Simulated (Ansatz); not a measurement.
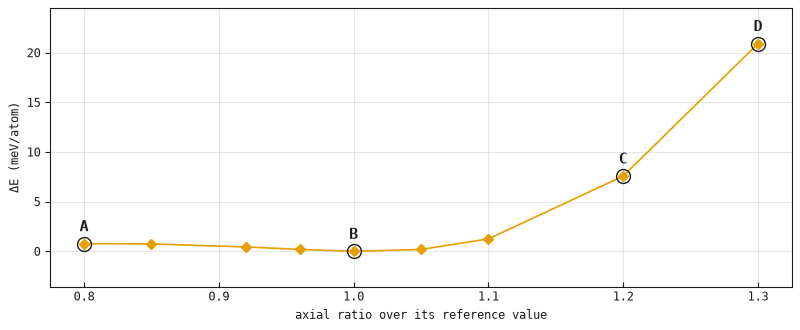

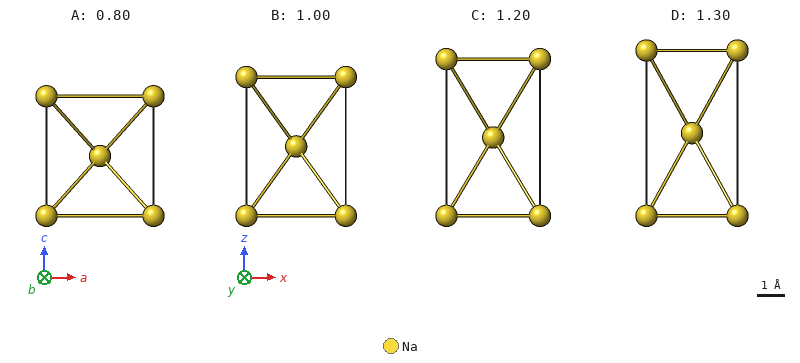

A scan of solid Na (I4/mmm): the ratio of the cell's length along z to its lengths across, counted as 1 for the reference, is changed at fixed volume (a c/a path), with the atoms kept at their fractional coordinates. x, y and z are the Cartesian axes of the input. The lettered frames are marked on the plot. Style: ball-and-stick. Shown: the conventional cell (2 times the calculation's cell), along the b axis. Lengths and directions refer to the drawn axes.

Computed with DFT PBEsol, scalar-relativistic, plane waves, PAW in Ansatz. Set-up: plane-wave cutoff 420 eV; k-point mesh 20 × 20 × 20; occupations gaussian; smearing width 0.15 eV; no spin polarisation. Energies (free energies at the smearing named) are counted from the cell as listed in its source, which wasn't relaxed.

Describe the profile.

The lowest computed point lies at the relative ratio 1.00 (0.0 meV/atom). The distortion keeps the space group I4/mmm. At the relative ratio 1.30 the cell of the drawing goes a 3.777 → 3.460 Å, b 3.777 → 3.460 Å, c 5.275 → 6.283 Å.
